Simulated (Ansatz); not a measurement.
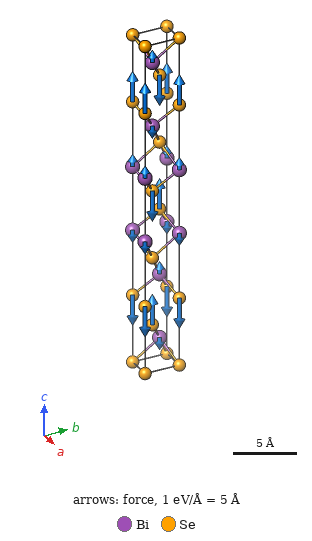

Starting geometry of crystalline Bi₂Se₃ (a generated structure, set up in R-3m) with the computed forces as blue arrows. Style: ball-and-stick. Shown: the conventional cell (3 times the calculation's cell), slightly off an axis. Lengths and directions refer to the drawn axes.

The calculation used Ansatz 0.2.0, DFT, PBE, plane-wave PAW, default files, scalar-relativistic.

The input:
```yaml
crystal:
  lattice:
    - [1.924848249, 1.1113116547, 8.9560264713]
    - [-1.924848249, 1.1113116547, 8.9560264713]
    - [0.0, -2.2226233094, 8.9560264713]
  atoms:
    - { symbol: Bi, position: [0.5973248577, 0.5973248577, 0.5973248577] }
    - { symbol: Bi, position: [0.4026751423, 0.4026751423, 0.4026751423] }
    - { symbol: Se, position: [0.7954369594, 0.7954369594, 0.7954369594] }
    - { symbol: Se, position: [0.2045630406, 0.2045630406, 0.2045630406] }
    - { symbol: Se, position: [0.0, 0.0, 0.0] }
kpoints:
  mp_grid: { grid: [14, 14, 14] }
scf:
  occupations: { method: fermi_dirac, width: 0.05 }
hamiltonian:
  xc: pbe
  pseudopotentials: { kind: paw }
output:
  forces: true
  stress: true
  populations: true
  efg: { quadrupole_moments_barn: { Bi: -0.516 }, contact_densities: true }
relax:
  f_tol: 0.02
  max_steps: 60
```

Run as
```bash
ansatz run input.yaml --threads 1 --pin off --max-ram 3072MiB --backend cpu --events-out ev --progress --plain --runs-dir out
```

Q: Is this structure relaxed? If not, where do the atoms go?

A: It isn't relaxed: the largest force vector, on Se atoms, is 0.51 eV/Å. The final displacements follow the starting forces only in part (cosine between the two patterns 0.84). The largest moves, 0.052 Å, are those of Se3 and Se4. Se3 goes along +c. Largest moves by element: Se 0.052 Å, Bi 0.010 Å. The cell doesn't change. Among the contacts that change: Bi1–Se4 2.737 → 2.762 Å, Bi1–Se5 2.900 → 2.907 Å. The space group stays R-3m (No. 166). After 2 accepted moves (4 points after the start) the energy has fallen by 4.8 meV per atom. The largest force component goes from 0.51 to 0.017 eV/Å. The line search rejected the trial step at point 1 of the run. 1 step only repeated the SCF at the same geometry.
